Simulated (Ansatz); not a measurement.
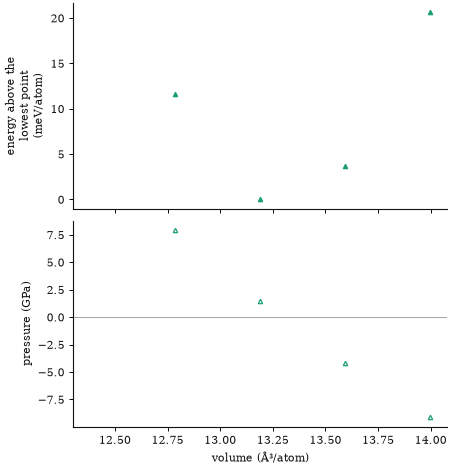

The plot gives the computed energy above the lowest point and pressure against volume for V, space group Im-3m (No. 229) (one of a set of cubic test structures, which need not be the stable phase).

Method: equation of state of a cubic crystal from periodic Kohn-Sham density functional theory without spin, third-order Birch-Murnaghan fit to the free energies; pressure corrected for the finite basis (Ansatz 0.2.0 development build). Level: r2SCAN.

structure type bcc; atoms in cell 1; space group number 229; lattice centring body-centred primitive; k mesh 16×16×16; occupation method Fermi–Dirac; occupation width 0.1 eV; wave cutoff 840 eV; datasets hand-made PAW; density tolerance 1e−09 eV; bands 11; density cutoff ratio 4; search for lower states default; xc grid level 2.

The point at volume 12.38 Å³/atom is left out of the plot. What does the calculation give there?

```json
{"volume (Å³/atom)": "12.38", "energy above the lowest point (meV/atom)": "40.6", "pressure (GPa)": "15.4"}
```
